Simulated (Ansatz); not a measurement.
## Electronic structure of ZnO4 in real space

Input file:

```
crystal:
  lattice:
    - [-2.4473655073, 2.4473655073, 2.4473655073]
    - [2.4473655073, -2.4473655073, 2.4473655073]
    - [2.4473655073, 2.4473655073, -2.4473655073]
  atoms:
    - { symbol: Zn, position: [0.0, 0.0, 0.0], spin: 0.15 }
    - { symbol: O, position: [0.5, 0.5, 0.5], spin: 1.52 }
    - { symbol: O, position: [0.5, 0.0, 0.0], spin: 1.52 }
    - { symbol: O, position: [0.0, 0.0, 0.5], spin: 1.52 }
    - { symbol: O, position: [0.0, 0.5, 0.0], spin: 1.52 }
basis:
  ecutwfc: 420
kpoints:
  mp_grid: { grid: [12, 12, 12] }
hamiltonian:
  xc: pbe
scf:
  occupations: { method: gaussian, width: 0.1 }
output:
  forces: true
  stress: true
  eigenvalues: true
  populations: true
  write_density: true
  write_potential: true
  elf: true
  volumetric_format: npy
magnetization:
  spin_polarized: true
relax:
  adjacent_minimum: "off"
  f_tol: 0.01
  max_steps: 80
  cell: { stress_tol: 0.05 }
```

Run with:

```sh
ansatz run input.yaml --threads 1 --pin off --max-ram 2560MiB --backend cpu --events-out ev --progress --plain --runs-dir out
```

Below, planes, directions and counts refer to the conventional cell (a = 4.90 Å, b = 4.90 Å, c = 4.90 Å, α = 90.00°, β = 90.00°, γ = 90.00°).

Space group Im-3m; a structure generated by program, which may or may not match a known phase; spin-polarised.

Method: DFT PBE, scalar-relativistic, plane waves, PAW in Ansatz 0.2.0.

Core electrons are frozen (PAW), and the valence fields are smoothed inside the atomic spheres.

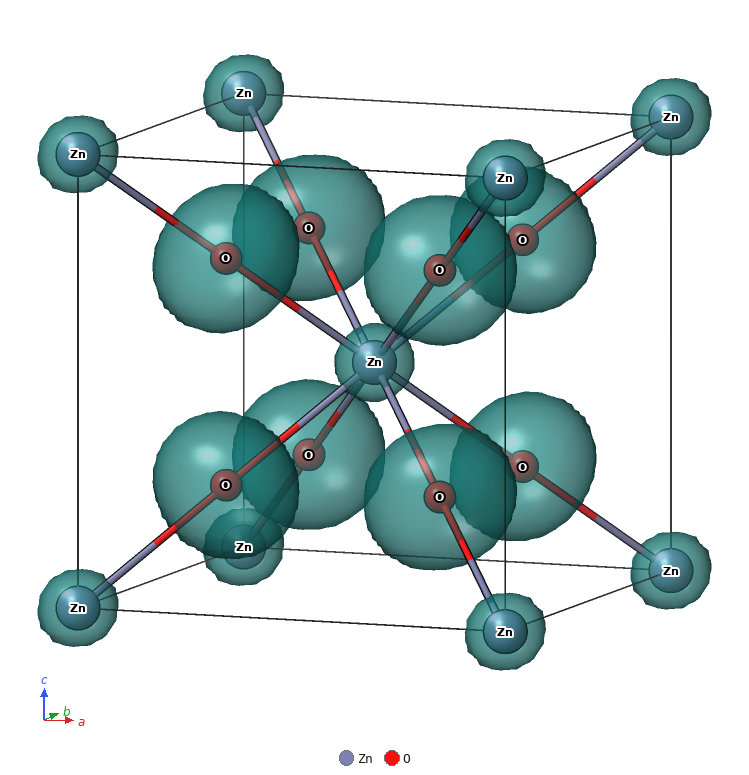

Figure 1. Isosurfaces of the spin density (up minus down) at +0.15 (teal) and −0.15 e/Å³ (pink), seen slightly off an axis. Sticks mark near contacts.

Question: Where is the spin, and how is it ordered?

Answer: The spin density sits on O: +1.4 μB (×8) in one cell of 10 atoms, with smaller moments on other sites: Zn (up to +0.13 μB): parallel moments (a ferromagnetic arrangement) in this solution. The cell of the calculation (5 atoms) carries 6.0 μB of net spin moment. Only one sign reaches the isovalue.

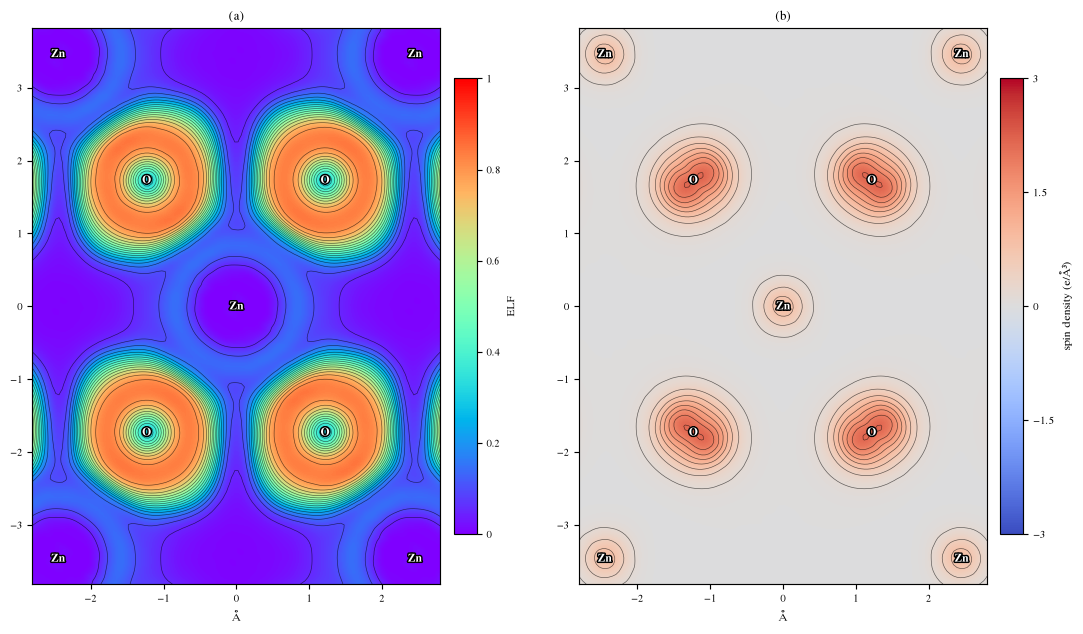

Figure 2. (a) electron localisation function; (b) spin density (up minus down) on the (11̄0) plane of the conventional cell.

Question: What do the fields say about this system?

Answer:
- The plane passes through Zn and O nuclei.
- Zn–O (2.12 Å): the ELF peaks at about 0.85 in the valence shell of O, 0.6 Å from its nucleus, and is about 0.15 at the midpoint (no shared electron pair shows on this line).
- The ELF also peaks beside O, away from the bonds: non-bonding electrons, paired or unpaired.

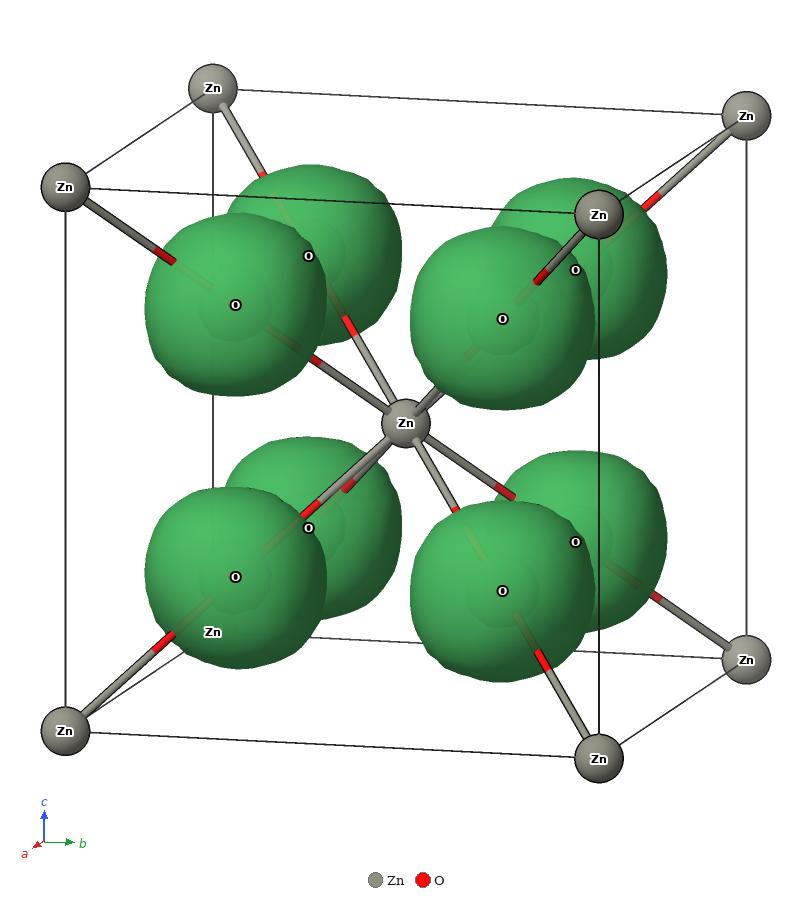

Figure 3. Isosurface of the electron localisation function at 0.7 (green), seen slightly off an axis. Only the valence region is drawn (cores and ρ < 0.01 e/Å³ removed). Sticks mark near contacts.

Question: Identify the bonds, lone pairs and shells in this picture.

Answer: At this value the surface marks out eight regions wrapped around O (the valence shell of each), counted in one cell of 10 atoms. Any copies at cell faces, edges or corners count once.

Question: Does the calculation make it a metal, or give it a gap?

Answer: It is metallic or semimetallic at this level of theory: no gap opens.
